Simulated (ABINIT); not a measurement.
**Bethe–Salpeter calculation of Te (part 2 of 2)**

Continued. System: Te (3 atoms in the cell). Method: Kohn-Sham DFT of a periodic cell, PBEsol, PseudoDojo NC SR PBEsol v0.4.1 standard, BSE, no spin polarisation (ABINIT 10.8.3); cutoff 925.19 eV, 4×4×3 k-mesh, fixed occupations. The structure derives from an entry of the Crystallography Open Database.

Geometry of the input (Å; fractional positions):
```
4.4540  0.0000  0.0000
-2.2270  3.8573  0.0000
0.0000  0.0000  5.9240
Te 0.7310  0.7310  0.0000
Te -0.0000  0.2690  0.6667
Te 0.2690  0.0000  0.3333
```

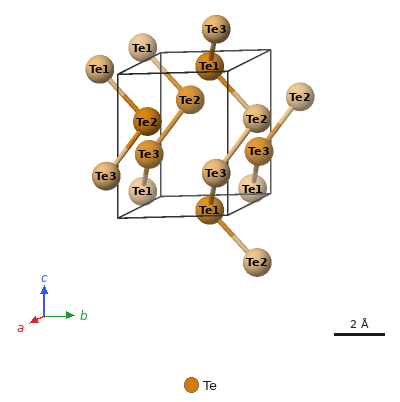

Fig. 1: The structure as given in the input (ball-and-stick view of the cell of the calculation, seen slightly off an axis; neighbours outside the cell are drawn fainter; atoms are numbered from 1 in the order of the input). An atom can appear more than once, as a periodic image.

### Log, continued
```
 Mean square residual over all n,k,spin=   39.819E-17; max=  71.424E-15
 reduced coordinates (array xred) for    3 atoms
       0.731000000000      0.731000000000      0.000000000000
      -0.000000000000      0.269000000000      0.666666666667
       0.269000000000      0.000000000000      0.333333333333
 rms dE/dt=  1.3471E-02; max dE/dt=  1.1667E-02; dE/dt below (all hartree)
    1       0.011666589813      0.011666589813      0.000000000000
    2       0.011666589813     -0.023333179626      0.000000000000
    3      -0.023333179626      0.011666589813      0.000000000000

 cartesian coordinates (angstrom) at end:
    1      1.62793699887950     2.81966959369816     0.00000000000000
    2     -0.59906299960190     1.03760755226375     3.94933333066004
    3      1.19812599918957     0.00000000000000     1.97466666533002

 cartesian forces (hartree/bohr) at end:
    1     -0.00138610091110    -0.00240079720238    -0.00000000000000
    2     -0.00138610091110     0.00240079720236    -0.00000000000000
    3      0.00277220182220     0.00000000000002    -0.00000000000000
 frms,max,avg= 1.6005315E-03 2.7722018E-03   0.000E+00  0.000E+00  0.000E+00 h/b

 cartesian forces (eV/Angstrom) at end:
    1     -0.07127617462785    -0.12345395582140    -0.00000000000000
    2     -0.07127617462785     0.12345395582042    -0.00000000000000
    3      0.14255234925571     0.00000000000098    -0.00000000000000
 frms,max,avg= 8.2302637E-02 1.4255235E-01   0.000E+00  0.000E+00  0.000E+00 e/A
 length scales=  8.416840159100  8.416840159200 11.194737562300 bohr
              =  4.453999996987  4.453999997040  5.923999995990 angstroms
 Fermi (or HOMO) energy (hartree) =   0.15698   Average Vxc (hartree)=  -0.36217
 Eigenvalues (hartree) for nkpt=   9  k points:
 kpt#   1, nband= 24, wtk=  0.02083, kpt=  0.0000  0.0000  0.0000 (reduced coord)
  -1.20515   -1.20515   -1.20342   -1.20328   -1.20328   -1.20068   -1.19863   -1.19856
  -1.19856   -1.19752   -1.19743   -1.19743   -1.19671   -1.19581   -1.19581   -0.33478
  -0.21352   -0.21352    0.05413    0.06524    0.06524    0.10485    0.10485    0.13584
 prteigrs : prtvol=0 or 1, do not print more k-points.

--- !EnergyTerms
iteration_state     : {dtset: 1, }
comment             : Components of total free energy in Hartree
kinetic             :  1.70699366328787E+02
hartree             :  8.04666875586617E+01
xc                  : -7.31058472651596E+01
Ewald energy        : -1.76407555340351E+02
psp_core            :  7.72118065592696E+00
local_psp           : -2.34501271866233E+02
non_local_psp       : -8.89068197759244E+01
total_energy        : -3.14034259704292E+02
total_energy_eV     : -8.54530753528421E+03
band_energy         : -3.67393421906591E+01
...

 Cartesian components of stress tensor (hartree/bohr^3)
  sigma(1 1)=  4.25096305E-05  sigma(3 2)=  0.00000000E+00
  sigma(2 2)=  4.25096298E-05  sigma(3 1)=  0.00000000E+00
  sigma(3 3)=  4.34112417E-05  sigma(2 1)=  7.74056154E-14

-Cartesian components of stress tensor (GPa)         [Pressure= -1.2595E+00 GPa]
- sigma(1 1)=  1.25067651E+00  sigma(3 2)=  0.00000000E+00
- sigma(2 2)=  1.25067649E+00  sigma(3 1)=  0.00000000E+00
- sigma(3 3)=  1.27720283E+00  sigma(2 1)=  2.27735183E-09

================================================================================
== DATASET  2 ==================================================================

--- !DatasetInfo
iteration_state: {dtset: 2, }
dimensions: {natom: 3, nkpt: 48, mband: 34, nsppol: 1, nspinor: 1, nspden: 1, mpw: 6522, }
cutoff_energies: {ecut:  34.0, pawecutdg:  -1.0, }
electrons: {nelect:   4.80000000E+01, charge:   0.00000000E+00, occopt:   1.00000000E+00, tsmear:   1.00000000E-02, }
meta: {optdriver: 0, ionmov: 0, optcell: 0, iscf: -2, paral_kgb: 0, }
...

 mkfilename : getden/=0, take file _DEN from output of DATASET   1.

 Real(R)+Recip(G) space primitive vectors, cartesian coordinates (Bohr,Bohr^-1):
 R(1)=  8.4168402  0.0000000  0.0000000  G(1)=  0.1188094  0.0685947  0.0000000
 R(2)= -4.2084201  7.2891974  0.0000000  G(2)=  0.0000000  0.1371893  0.0000000
 R(3)=  0.0000000  0.0000000 11.1947376  G(3)=  0.0000000  0.0000000  0.0893277
 Unit cell volume ucvol=  6.8681964E+02 bohr^3
 Angles (23,13,12)=  9.00000000E+01  9.00000000E+01  1.20000000E+02 degrees

 getcut: wavevector=  0.0000  0.0000  0.0000  ngfft=  48  48  60
         ecut(hartree)=     34.000   => boxcut(ratio)=   2.04189
--------------------------------------------------------------------------------

================================================================================
 Non-SCF case, kpt    1 (  0.02750  0.05250  0.10333), residuals and eigenvalues=
  5.36E-13  6.42E-13  5.10E-13  8.08E-13  4.68E-13  7.31E-13  5.12E-13  2.65E-13
  4.27E-13  3.03E-13  6.78E-13  6.72E-13  9.30E-13  9.12E-13  4.52E-13  2.95E-13
  3.77E-13  3.24E-13  3.44E-13  9.24E-13  7.52E-13  2.55E-13  4.73E-13  9.00E-13
  8.49E-13  5.12E-13  8.16E-13  2.77E-13  9.11E-13  5.73E-13  4.90E-13  5.00E-11
  3.22E-09  7.37E-07
 -1.2054E+00 -1.2048E+00 -1.2034E+00 -1.2034E+00 -1.2031E+00 -1.2008E+00
 -1.1986E+00 -1.1986E+00 -1.1985E+00 -1.1975E+00 -1.1974E+00 -1.1974E+00
 -1.1967E+00 -1.1958E+00 -1.1958E+00 -3.3212E-01 -2.3458E-01 -1.9216E-01
  4.3332E-02  5.1264E-02  6.6447E-02  1.1030E-01  1.1781E-01  1.3843E-01
  1.9416E-01  2.0107E-01  2.2068E-01  3.3566E-01  3.5926E-01  3.8501E-01
  3.9236E-01  3.9999E-01  4.1483E-01  4.3158E-01
 prteigrs : prtvol=0 or 1, do not print more k-points.

--- !ResultsGS
iteration_state: {dtset: 2, }
comment   : Summary of ground state results
lattice_vectors:
- [  8.4168402,   0.0000000,   0.0000000, ]
- [ -4.2084201,   7.2891974,   0.0000000, ]
- [  0.0000000,   0.0000000,  11.1947376, ]
lattice_lengths: [   8.41684,    8.41684,   11.19474, ]
lattice_angles: [ 90.000,  90.000, 120.000, ] # degrees, (23, 13, 12)
lattice_volume:   6.8681964E+02
convergence: {deltae:  0.000E+00, res2:  0.000E+00, residm:  9.996E-13, diffor:  0.000E+00, }
etotal    :  -3.14034260E+02
entropy   :   0.00000000E+00
fermie    :   1.56982533E-01
cartesian_stress_tensor: null
pressure_GPa: null
xred      :
- [  7.3100E-01,   7.3100E-01,   0.0000E+00, Te]
- [ -1.1460E-17,   2.6900E-01,   6.6667E-01, Te]
- [  2.6900E-01,   0.0000E+00,   3.3333E-01, Te]
cartesian_forces: null
force_length_stats: {min: null, max: null, mean: null, }
...

 Integrated electronic density in atomic spheres:
 ------------------------------------------------
 Atom  Sphere_radius  Integrated_density
    1        2.00000         11.90272385
    2        2.00000         11.90272385
    3        2.00000         11.90272385
================================================================================

 ----iterations are completed or convergence reached----

 Mean square residual over all n,k,spin=   41.381E-14; max=  99.963E-14
 reduced coordinates (array xred) for    3 atoms
       0.731000000000      0.731000000000      0.000000000000
      -0.000000000000      0.269000000000      0.666666666667
       0.269000000000      0.000000000000      0.333333333333

 cartesian coordinates (angstrom) at end:
    1      1.62793699887950     2.81966959369816     0.00000000000000
    2     -0.59906299960190     1.03760755226375     3.94933333066004
    3      1.19812599918957     0.00000000000000     1.97466666533002
 length scales=  8.416840159100  8.416840159200 11.194737562300 bohr
              =  4.453999996987  4.453999997040  5.923999995990 angstroms
 Eigenvalues (hartree) for nkpt=  48  k points:
 kpt#   1, nband= 34, wtk=  0.02083, kpt=  0.0275  0.0525  0.1033 (reduced coord)
  -1.20542   -1.20482   -1.20343   -1.20339   -1.20313   -1.20076   -1.19864   -1.19860
  -1.19849   -1.19752   -1.19744   -1.19741   -1.19670   -1.19583   -1.19577   -0.33212
  -0.23458   -0.19216    0.04333    0.05126    0.06645    0.11030    0.11781    0.13843
   0.19416    0.20107    0.22068    0.33566    0.35926    0.38501    0.39236    0.39999
   0.41483    0.43158
 prteigrs : prtvol=0 or 1, do not print more k-points.

================================================================================
== DATASET  3 ==================================================================

--- !DatasetInfo
iteration_state: {dtset: 3, }
dimensions: {natom: 3, nkpt: 48, mband: 28, nsppol: 1, nspinor: 1, nspden: 1, mpw: 4124, }
cutoff_energies: {ecut:  25.0, pawecutdg:  -1.0, }
electrons: {nelect:   4.80000000E+01, charge:   0.00000000E+00, occopt:   1.00000000E+00, tsmear:   1.00000000E-02, }
meta: {optdriver: 99, bs_calctype: 1, bs_algorithm: 2, }
...

 mkfilename : getwfk/=0, take file _WFK from output of DATASET   2.

 mkfilename : getden/=0, take file _DEN from output of DATASET   1.

 Exciton: Calculation of dielectric properties by solving the Bethe-Salpeter equation
 in frequency domain and reciprocal space on a transitions basis set.
 Based on a program developed by L. Reining, V. Olevano, F. Sottile,
 S. Albrecht, and G. Onida. Incorporated in ABINIT by M. Giantomassi.

 Real(R)+Recip(G) space primitive vectors, cartesian coordinates (Bohr,Bohr^-1):
 R(1)=  8.4168402  0.0000000  0.0000000  G(1)=  0.1188094  0.0685947  0.0000000
 R(2)= -4.2084201  7.2891974  0.0000000  G(2)=  0.0000000  0.1371893  0.0000000
 R(3)=  0.0000000  0.0000000 11.1947376  G(3)=  0.0000000  0.0000000  0.0893277
 Unit cell volume ucvol=  6.8681964E+02 bohr^3
 Angles (23,13,12)=  9.00000000E+01  9.00000000E+01  1.20000000E+02 degrees

--- Pseudopotential description ------------------------------------------------
- pspini: atom type   1  psp file is ./Te.upf
  52.00000  16.00000  180301                  znucl, zion, pspdat
12 -116133 2 -1 1294                          pspcod,pspxc,lmax,lloc,mmax
     nproj     2     2     2

--------------------------------------------------------------------------------

 ==== K-mesh for the wavefunctions ====
 Number of points in the irreducible wedge :    48
 Reduced coordinates and weights :

     1)     2.75000000E-02  5.25000000E-02  1.03333333E-01       0.02083
     2)     2.77500000E-01  5.25000000E-02  1.03333333E-01       0.02083
     3)    -4.72500000E-01  5.25000000E-02  1.03333333E-01       0.02083
     4)    -2.22500000E-01  5.25000000E-02  1.03333333E-01       0.02083
   [... 44 further points ...]

 Together with  6 symmetry operations and time-reversal symmetry
 yields    48 points in the full Brillouin Zone.

 ==== Q-mesh for the screening function ====
 Number of points in the irreducible wedge :     9
 Reduced coordinates and weights :

     1)     0.00000000E+00  0.00000000E+00  0.00000000E+00       0.02083
     2)     2.50000000E-01  0.00000000E+00  0.00000000E+00       0.12500
     3)     5.00000000E-01  0.00000000E+00  0.00000000E+00       0.06250
     4)     2.50000000E-01  2.50000000E-01  0.00000000E+00       0.12500
     5)     0.00000000E+00  0.00000000E+00  3.33333333E-01       0.04167
     6)     2.50000000E-01  0.00000000E+00  3.33333333E-01       0.12500
     7)     5.00000000E-01  0.00000000E+00  3.33333333E-01       0.12500
     8)    -2.50000000E-01  0.00000000E+00  3.33333333E-01       0.12500
     9)     2.50000000E-01  2.50000000E-01  3.33333333E-01       0.25000

 Together with  6 symmetry operations and time-reversal symmetry
 yields    48 points in the full Brillouin Zone.

 vcoul_init : cutoff-mode = AUXILIARY_FUNCTION
 q-points for optical limit:   1
     1)      0.000010    0.000020    0.000030
 setmesh: FFT mesh size selected  =    27x   27x   45
          total number of points  =        32805

 ==== Fundamental parameters for the solution of the Bethe-Salpeter equation: ====
 Algorithm: Haydock technique.
 Dimension of the v, W matrices,  npweps  = 365
 Cutoff for the wavefunctions,    npwwfn  = 4093
 Number of k-points in the IBZ,   nkibz   = 48
 Highest empty band included,     nband   = 28
 === Spin UP ===
 Number of resonant transitions          576
 Lowest occupied state                   22
 Highest occupied state                  24
 Lowest unoccupied state                 25
 Highest unoccupied state                28
 Minimum frequency [eV]           Emin    =   0.00
 Maximum frequency [eV]           Emax    =  11.00
 Frequency step [eV]              dE      =   0.05
 Lorentzian broadening [eV]       eta     =   0.20
 RPA L0 with KS energies and KS wavefunctions
 Scissors operator energy [eV] =          1.20
 Local fields effects (v term) included
 Excitonic effects (W term) included
 Only diagonal term W_GG included
 W is approximated with the model dielectric function
 Resonant-only calculation (Hermitian case)

 Calculating epsilon_Macro(q-->0,w), along the following directions:
 q = (  1.160112  0.000000  0.000000) [r.l.u.]
 q = (  0.000000  1.160112  0.000000) [r.l.u.]
 q = (  0.000000  0.000000  1.781698) [r.l.u.]
 q = (  1.339582 -0.669791  0.000000) [r.l.u.]
 q = (  0.000000  1.160112  0.000000) [r.l.u.]
 q = (  0.000000  0.000000  1.781698) [r.l.u.]
 Number of electrons calculated from density =   47.9898; Expected =   48.0000
 average of density, n =  0.069873
 r_s =    1.5062
 omega_plasma =   25.4982 [eV]

 Writing KS-RPA macroscopic dielectric function without local fields to file: runo_DS3_RPA_NLF_MDF
 Writing GW-RPA macroscopic dielectric function without local fields to file: runo_DS3_GW_NLF_MDF
 >>> Haydock algorithm converged twice within haydock_tol=   2.00E-02 after less than 100 iterations.
 >>> Haydock algorithm converged twice within haydock_tol=   2.00E-02 after less than 100 iterations.
 >>> Haydock algorithm converged twice within haydock_tol=   2.00E-02 after less than 100 iterations.
 >>> Haydock algorithm converged twice within haydock_tol=   2.00E-02 after less than 100 iterations.
 >>> Haydock algorithm converged twice within haydock_tol=   2.00E-02 after less than 100 iterations.
 >>> Haydock algorithm converged twice within haydock_tol=   2.00E-02 after less than 100 iterations.
 Writing EXC Macroscopic dielectric function to file: runo_DS3_EXC_MDF

 Macroscopic dielectric function:
 omega [eV] <KS_RPA_nlf>  <GW_RPA_nlf>  <BSE>
   0.0000  55.6726   0.0000  28.5852   0.0000  29.0763   0.0000
   0.0500  55.7758   1.1742  28.5967   0.0949  29.0885   0.1012
   0.1000  56.0858   2.4019  28.6312   0.1904  29.1252   0.2031
   0.1500  56.6023   3.7426  28.6888   0.2871  29.1866   0.3062
   0.2000  57.3208   5.2685  28.7700   0.3855  29.2731   0.4114
   0.2500  58.2250   7.0724  28.8752   0.4864  29.3851   0.5192
   0.3000  59.2692   9.2753  29.0050   0.5903  29.5235   0.6306
   0.3500  60.3456  12.0286  29.1602   0.6981  29.6890   0.7463
   0.4000  61.2270  15.4891  29.3417   0.8106  29.8827   0.8672
   0.4500  61.4989  19.7185  29.5507   0.9287  30.1059   0.9944

== END DATASET(S) ==============================================================
================================================================================

 -outvars: echo values of variables after computation  --------
            acell      8.4168401591E+00  8.4168401592E+00  1.1194737562E+01 Bohr
           etotal1    -3.1403425970E+02
           etotal3     0.0000000000E+00
            fcart1    -1.3861009111E-03 -2.4007972024E-03 -0.0000000000E+00
                      -1.3861009111E-03  2.4007972024E-03 -0.0000000000E+00
                       2.7722018222E-03  1.9016021420E-14 -0.0000000000E+00
            fcart3     0.0000000000E+00  0.0000000000E+00  0.0000000000E+00
                       0.0000000000E+00  0.0000000000E+00  0.0000000000E+00
                       0.0000000000E+00  0.0000000000E+00  0.0000000000E+00
            rprim      1.0000000000E+00  0.0000000000E+00  0.0000000000E+00
                      -5.0000000000E-01  8.6602540380E-01  0.0000000000E+00
                       0.0000000000E+00  0.0000000000E+00  1.0000000000E+00
           strten1     4.2509630490E-05  4.2509629816E-05  4.3411241750E-05
                       0.0000000000E+00  0.0000000000E+00  7.7405615379E-14
           strten3     0.0000000000E+00  0.0000000000E+00  0.0000000000E+00
                       0.0000000000E+00  0.0000000000E+00  0.0000000000E+00
           xangst      1.6279369989E+00  2.8196695937E+00  0.0000000000E+00
                      -5.9906299960E-01  1.0376075523E+00  3.9493333307E+00
                       1.1981259992E+00  0.0000000000E+00  1.9746666653E+00
             xred      7.3100000000E-01  7.3100000000E-01  0.0000000000E+00
                      -1.1460398131E-17  2.6900000000E-01  6.6666666667E-01
                       2.6900000000E-01  0.0000000000E+00  3.3333333333E-01
 Calculation completed.
```

### Key numbers

```json
{"quantity": "outcome", "value": "converged"}
{"quantity": "space group (tolerance 0.01 Å)", "value": "P3₁21 (152)"}
{"quantity": "electrons treated", "value": "48"}
{"quantity": "free energy", "value": "−8545.3075 eV"}
{"quantity": "Fermi energy", "value": "4.272 eV"}
{"quantity": "pressure", "value": "−1.26 GPa"}
{"quantity": "largest force (length of the vector)", "value": "0.143 eV/Å"}
{"quantity": "hardware", "value": "4 threads of Arm Neoverse V2, 24 GiB of memory available, shared host"}
{"quantity": "wall time", "value": "1.7 min (CPU time 6.7 min)"}
{"quantity": "peak memory", "value": "2.2 GiB"}
```

Further notes kept with the run: Slow version without MPI-IO support. Processors send data to master; Wrong value for nkref: nkref= 48 nkbz= 576 nkbzmx =576; Hacking the rottb tables!. Points of doubt noted for this run: cutoff too low for stress; k mesh coarse for spectra.
